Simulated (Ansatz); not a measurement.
**Geometry relaxation, with input and output: WSe2 (part 2 of 2)**

WSe2 (P6₃/mmc, 6 atoms in the cell); DFT PBE+D3(BJ), scalar-relativistic, plane waves, PAW, no spin polarisation (Ansatz 0.2.0); cutoff 420 eV, 12×12×2 k-mesh, Gaussian smearing of 0.02 eV. The structure derives from an entry of the Crystallography Open Database.

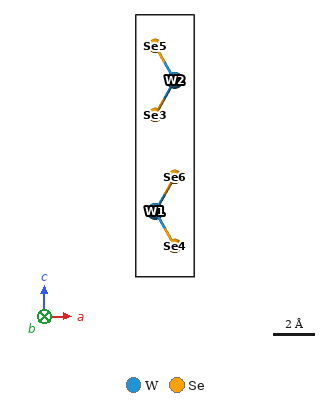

The geometry at step 4 of the log (ball-and-stick view of the cell of the calculation, along the b axis; atoms are numbered from 1 in the order of the input).

```
basis re-selected at this cell: Δ(F+E_penalty+E_count) = +4.625e-4 eV, ΔP = +0.000 GPa vs the last step (what re-selecting the basis moved, of the pressure what is left beyond the Pulay correction that the steps carried, after the strain that the cell walked since its last selection, with what the two solves' SCF thresholds leave and, on support functions, any second-order correction that the steps lacked; it is no measure of the basis error at this ecutwfc). This SCF's stress stands 1.36e-2 GPa from its target on what of the cell is left free (relax.cell.stress_tol is 5.00e-2 GPa) and its largest allowed force component is 1.64e-3 eV/Å (relax.f_tol is 5.00e-3 eV/Å): within both
SCF converged after 6 iterations
Free energy (F): -42652.011458 eV
Harris-Foulkes:  -42652.011458 eV  (|F-HF|=2.91e-11)
Internal energy: -42652.011458 eV  (E = F + TS)
E sigma→0 (E₀):  -42652.011458 eV
Fermi energy:    13.795921 eV
--- Per-component energies (eV) ---
  E_band       = -1649.037159
  E_kinetic    = 1379.903264
  E_local      = -11078.102526  (includes V_loc(G=0)·N_el)
  E_nonlocal   = -2379.683073
  E_hartree    = 5339.483331
  E_xc         = -953.508897
  E_vxc        = -874.204586  (∫ρ·V_xc dr)
  E_paw        = -24771.118829  (= ΣΔE_a)
  E_vpaw       = 624.085842  (= ΣTr[D̂ρ^β])
  E_aug_tail   = -0.002511  (compensation charges beyond the density's cutoff)
  E_ewald      = -10186.128610
  E_disp       = -2.853607  (pairwise vdW)
  E_smearing   = -0.000000  (= −TS)
  E_closure    = -0.000000  (closes the sum)
  Σ components = -42652.011458   (vs F -42652.011458, Δ=0.00e0)
--- Forces (eV/Å), atoms counted from 1 ---
  atom   1  W     -0.00000000     0.00000000    -0.00000000
  atom   2  W      0.00000000    -0.00000000     0.00000000
  atom   3  Se    -0.00000000    -0.00000000     0.00164031
  atom   4  Se     0.00000000     0.00000000     0.00164031
  atom   5  Se    -0.00000000     0.00000000    -0.00164031
  atom   6  Se     0.00000000     0.00000000    -0.00164031
  max |Σ_I F_I| component: 5.78e-18 eV/Å
--- Stress (GPa, compression-positive) ---
       -0.005514       0.000000       0.000000
        0.000000      -0.005514      -0.000000
        0.000000      -0.000000      -0.013639
  P = ⅓ Tr σ = -0.0082 GPa (-0.082 kbar)
--- Band table (eV; the first three rows and the last of 38) ---
  k-point 0: bands = ["-60.9109", "-60.9109", "-34.5235", "-34.5235", "-34.5234", "-34.5234", "-34.5230", "-34.5230", "-34.5229", "-34.5229", "-34.4965", "-34.4965", "-34.4960", "-34.4960", "-34.4954", "-34.4954", "-34.4950", "-34.4950", "-34.4854", "-34.4850", "-34.4834", "-34.4830", "-25.2040", "-25.2039", "-25.0619", "-25.0619", "-25.0619", "-25.0619", "-2.0031", "-1.6851", "-0.8735", "-0.3524", "6.0838", "7.3564", "9.5552", "10.7148", "10.7148", "10.7371", "10.7371", "11.8241", "11.8241", "11.8950", "11.8950", "12.1530", "12.3884", "13.3488", "15.9815", "15.9815", "16.0294", "16.0294", "16.0466", "16.0466", "16.2896", "16.2896", "17.9129", "18.5935"]
  k-point 1: bands = ["-60.9109", "-60.9109", "-34.5235", "-34.5235", "-34.5235", "-34.5235", "-34.5229", "-34.5229", "-34.5229", "-34.5229", "-34.4963", "-34.4963", "-34.4963", "-34.4963", "-34.4951", "-34.4951", "-34.4951", "-34.4951", "-34.4852", "-34.4852", "-34.4832", "-34.4832", "-25.2040", "-25.2040", "-25.0619", "-25.0619", "-25.0619", "-25.0619", "-1.8736", "-1.8736", "-0.5872", "-0.5872", "6.6018", "6.6018", "10.6878", "10.6878", "10.7257", "10.7257", "10.7257", "10.7257", "11.8595", "11.8595", "11.8595", "11.8595", "13.1442", "13.1442", "15.9808", "15.9808", "15.9808", "15.9808", "16.1921", "16.1921", "16.1921", "16.1921", "18.2857", "18.2857"]
  k-point 2: bands = ["-60.9102", "-60.9102", "-34.5235", "-34.5234", "-34.5232", "-34.5231", "-34.5230", "-34.5229", "-34.5227", "-34.5226", "-34.4966", "-34.4966", "-34.4961", "-34.4961", "-34.4956", "-34.4954", "-34.4951", "-34.4950", "-34.4853", "-34.4849", "-34.4832", "-34.4829", "-25.2006", "-25.2006", "-25.0783", "-25.0783", "-25.0657", "-25.0657", "-1.8966", "-1.5796", "-0.8125", "-0.3040", "6.2213", "7.4923", "9.4643", "10.3861", "10.4235", "10.8128", "10.8443", "11.3472", "11.6385", "11.7179", "11.8182", "12.1839", "12.5406", "13.1637", "15.7484", "15.7986", "15.8423", "15.8758", "15.8839", "16.1341", "16.1704", "16.2559", "18.5318", "19.1049"]
  k-point 37: bands = ["-60.8987", "-60.8987", "-34.5217", "-34.5217", "-34.5204", "-34.5204", "-34.5203", "-34.5203", "-34.5201", "-34.5201", "-34.4983", "-34.4983", "-34.4974", "-34.4974", "-34.4964", "-34.4964", "-34.4963", "-34.4963", "-34.4829", "-34.4829", "-34.4806", "-34.4806", "-25.2428", "-25.2428", "-25.2162", "-25.2162", "-25.1473", "-25.1473", "0.5008", "0.5008", "0.5817", "0.5817", "7.5560", "7.5560", "7.6574", "7.6574", "8.6098", "8.6098", "8.9093", "8.9093", "9.9440", "9.9440", "10.5512", "10.5512", "12.9873", "12.9873", "14.7256", "14.7256", "15.6990", "15.6990", "16.5250", "16.5250", "17.6828", "17.6828", "19.5832", "19.5832"]
--- Relaxed structure (5 steps of the walk, 4 accepted, 1 SCFs on fresh bases) ---
  F+E_penalty+E_count = -42652.01145766 eV   max|allowed force component| = 1.640e-3 eV/Å   (the final SCF, on the basis selected at the relaxed cell)
  cell:  # Å, volume = 119.0815 Å³
    - [3.2790275603757575, -2.8771337456177e-11, 1.1937653183136083e-33]
    - [-1.6395137801629622, 2.839721167009104, -3.0150234719944916e-34]
    - [4.5380468270978105e-33, 1.34460646728824e-33, 12.788611346179456]
  atoms:
    - { symbol: W, position: [0.33333333333333337, 0.6666666666666667, 0.25] }
    - { symbol: W, position: [0.6666666666666666, 0.33333333333333337, 0.75] }
    - { symbol: Se, position: [0.33333333333333337, 0.6666666666666667, 0.618291222536219] }
    - { symbol: Se, position: [0.6666666666666666, 0.33333333333333337, 0.11829122253621903] }
    - { symbol: Se, position: [0.33333333333333337, 0.6666666666666667, 0.8817087774637811] }
    - { symbol: Se, position: [0.6666666666666666, 0.33333333333333337, 0.3817087774637809] }
```

Trajectory as extended XYZ (Å, eV, eV/Å), 6 frames, from step=1 to step=6:
```
6
Lattice="3.2900 0.0000 0.0000 -1.6450 2.8492 0.0000 0.0000 0.0000 12.9700" Properties=species:S:1:pos:R:3:forces:R:3 step=1 energy=-42652.00076 pressure_GPa=-0.09
W     0.0000    1.8995    3.2425    0.0000   0.0000   0.0000
W     1.6450    0.9497    9.7275    0.0000   0.0000   0.0000
Se    0.0000    1.8995    8.0544    0.0000   0.0000  -0.1738
Se    1.6450    0.9497    1.5694    0.0000   0.0000  -0.1738
Se    0.0000    1.8995   11.4006    0.0000   0.0000   0.1738
Se    1.6450    0.9497    4.9156    0.0000   0.0000   0.1738
6
Lattice="3.2342 0.0000 0.0000 -1.6171 2.8009 0.0000 0.0000 0.0000 12.5943" Properties=species:S:1:pos:R:3:forces:R:3 step=2 energy=-42651.94511 pressure_GPa=0.94 accepted=F
W     0.0000    1.8673    3.1486    0.0000   0.0000   0.0000
W     1.6171    0.9336    9.4457    0.0000   0.0000   0.0000
Se    0.0000    1.8673    7.7246    0.0000   0.0000   0.4515
Se    1.6171    0.9336    1.4275    0.0000   0.0000   0.4515
Se    0.0000    1.8673   11.1669    0.0000   0.0000  -0.4515
Se    1.6171    0.9336    4.8697    0.0000   0.0000  -0.4515
6
Lattice="3.2798 0.0000 0.0000 -1.6399 2.8404 0.0000 0.0000 0.0000 12.8281" Properties=species:S:1:pos:R:3:forces:R:3 step=3 energy=-42652.01157 pressure_GPa=-0.18
W     0.0000    1.8936    3.2070    0.0000   0.0000   0.0000
W     1.6399    0.9468    9.6210    0.0000   0.0000   0.0000
Se    0.0000    1.8936    7.9360    0.0000   0.0000   0.0089
Se    1.6399    0.9468    1.5220    0.0000   0.0000   0.0089
Se    0.0000    1.8936   11.3061    0.0000   0.0000  -0.0089
Se    1.6399    0.9468    4.8921    0.0000   0.0000  -0.0089
6
Lattice="3.2791 0.0000 0.0000 -1.6396 2.8398 0.0000 0.0000 0.0000 12.7907" Properties=species:S:1:pos:R:3:forces:R:3 step=4 energy=-42652.01190 pressure_GPa=-0.06
W     0.0000    1.8932    3.1977    0.0000   0.0000   0.0000
W     1.6396    0.9466    9.5930    0.0000   0.0000   0.0000
Se    0.0000    1.8932    7.9082    0.0000   0.0000   0.0097
Se    1.6396    0.9466    1.5129    0.0000   0.0000   0.0097
Se    0.0000    1.8932   11.2779    0.0000   0.0000  -0.0097
Se    1.6396    0.9466    4.8825    0.0000   0.0000  -0.0097
6
Lattice="3.2790 0.0000 0.0000 -1.6395 2.8397 0.0000 0.0000 0.0000 12.7886" Properties=species:S:1:pos:R:3:forces:R:3 step=5 energy=-42652.01192 pressure_GPa=-0.01
W     0.0000    1.8931    3.1972    0.0000   0.0000   0.0000
W     1.6395    0.9466    9.5915    0.0000   0.0000   0.0000
Se    0.0000    1.8931    7.9071    0.0000   0.0000   0.0017
Se    1.6395    0.9466    1.5128    0.0000   0.0000   0.0017
Se    0.0000    1.8931   11.2758    0.0000   0.0000  -0.0017
Se    1.6395    0.9466    4.8815    0.0000   0.0000  -0.0017
6
Lattice="3.2790 0.0000 0.0000 -1.6395 2.8397 0.0000 0.0000 0.0000 12.7886" Properties=species:S:1:pos:R:3:forces:R:3 step=6 energy=-42652.01146 pressure_GPa=-0.01
W     0.0000    1.8931    3.1972    0.0000   0.0000   0.0000
W     1.6395    0.9466    9.5915    0.0000   0.0000   0.0000
Se    0.0000    1.8931    7.9071    0.0000   0.0000   0.0016
Se    1.6395    0.9466    1.5128    0.0000   0.0000   0.0016
Se    0.0000    1.8931   11.2758    0.0000   0.0000  -0.0016
Se    1.6395    0.9466    4.8815    0.0000   0.0000  -0.0016
```

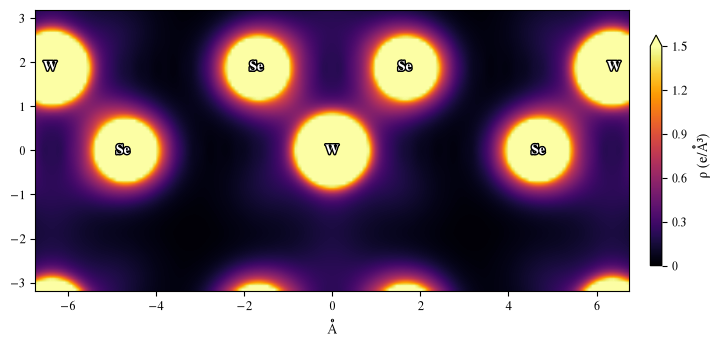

Valence charge density (pseudo) on the (110) plane of the conventional cell. Atoms in the plane: W and Se. W–Se (2.53 Å): the density is about 0.55 e/Å³ at the midpoint. Away from the nuclei the density in this plane falls to 0.02 e/Å³ at its lowest. Core electrons are frozen (PAW), so the fields are smoothed inside the atomic spheres.

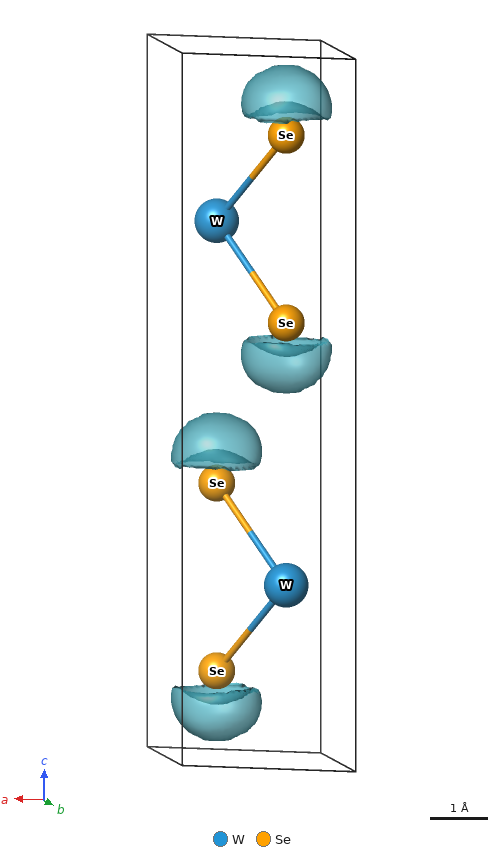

Isosurface of the electron localisation function at 0.8 (cyan), seen at an oblique angle. Core shells and regions of very low density are left out. Sticks mark near contacts. The outline is the cell set on symmetry axes. Profiles from the grid: W–Se (2.53 Å): the ELF is about 0.55 at the midpoint.

This output came from the following input.

The input:
```yaml
crystal:
  lattice:
    - [3.2899984505, 0.0, 0.0]
    - [-1.6449992252, 2.8492222365, 0.0]
    - [0.0, 0.0, 12.97]
  atoms:
    - { symbol: W, position: [0.3333333333, 0.6666666667, 0.25] }
    - { symbol: W, position: [0.6666666667, 0.3333333333, 0.75] }
    - { symbol: Se, position: [0.3333333333, 0.6666666667, 0.621] }
    - { symbol: Se, position: [0.6666666667, 0.3333333333, 0.121] }
    - { symbol: Se, position: [0.3333333333, 0.6666666667, 0.879] }
    - { symbol: Se, position: [0.6666666667, 0.3333333333, 0.379] }
basis:
  ecutwfc: 420
kpoints:
  mp_grid: { grid: [12, 12, 2] }
hamiltonian:
  xc: pbe
  dispersion: d3bj
scf:
  occupations: { method: gaussian, width: 0.02 }
output:
  forces: true
  stress: true
  eigenvalues: true
  write_density: true
  write_potential: true
  elf: true
  volumetric_format: npy
relax:
  adjacent_minimum: "off"
  f_tol: 0.005
  max_steps: 80
  cell: { stress_tol: 0.05 }
```

Command:
```bash
ansatz run input.yaml --threads 2 --pin off --max-ram 5120MiB --backend cpu --events-out ev --progress --plain --runs-dir out
```

Key numbers:

- outcome: converged
- space group (tolerance 0.01 Å): P6₃/mmc (194)
- electrons treated: 92
- free energy: −42652.0115 eV
- Fermi energy: 13.796 eV
- gap on the k-point mesh: 0.90 eV
- pressure: −0.01 GPa
- final volume: 119.08 Å³
- largest force (length of the vector) at the end: 0.002 eV/Å
- final cell: a = 3.279 Å, b = 3.279 Å, c = 12.789 Å, α = 90.00°, β = 90.00°, γ = 120.00°
- hardware: 2 threads of Intel Xeon (Granite Rapids), 32 GiB of memory available, shared host
- wall time: 24 s (CPU time 47 s)
- peak memory: 0.6 GiB

Remarks:

Spin–orbit coupling is left out, which matters for W.
